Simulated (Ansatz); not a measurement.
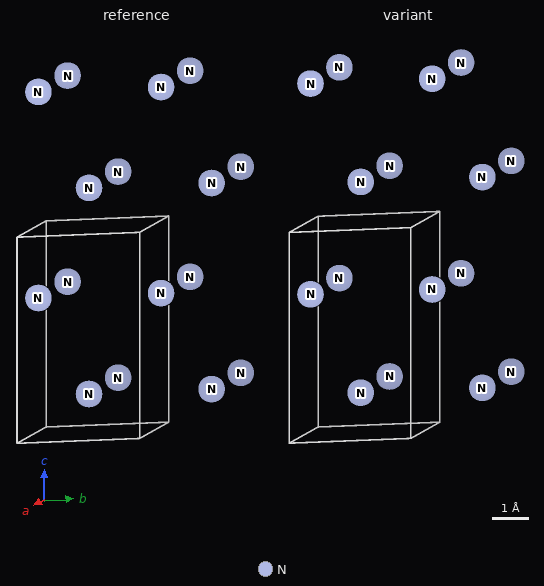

Left: a symmetric starting cell of N. Right: the same structure after one change, at the same scale. Style: ball-and-stick. Shown: the cell of the calculation, repeated 2 × 2 × 2 with one cell outlined, slightly off an axis.

Computed with DFT PBE, scalar-relativistic, plane waves, PAW in Ansatz 0.2.0. (plane-wave cutoff 420 eV; k-point mesh 15 × 15 × 8; occupations gaussian; smearing width 0.1 eV; no spin polarisation)

What distinguishes the right structure from the left one?

The cell is strained by +2.3 % along c and −0.7 % across it (volume +0.7 %), the atoms keeping their fractional coordinates. No relaxation follows. The starting cell wasn't computed here and needn't be at equilibrium, so pressure and forces aren't due to the change alone.

What does the change do?

The pressure is −7.0 GPa (not all of it need come from the change, since the unchanged cell can be under pressure at this level too). The principal stresses (compression positive) are −6.5 GPa along c and −7.3 GPa across it. All forces vanish by symmetry. The space group stays P6_3/mmc (No. 194).
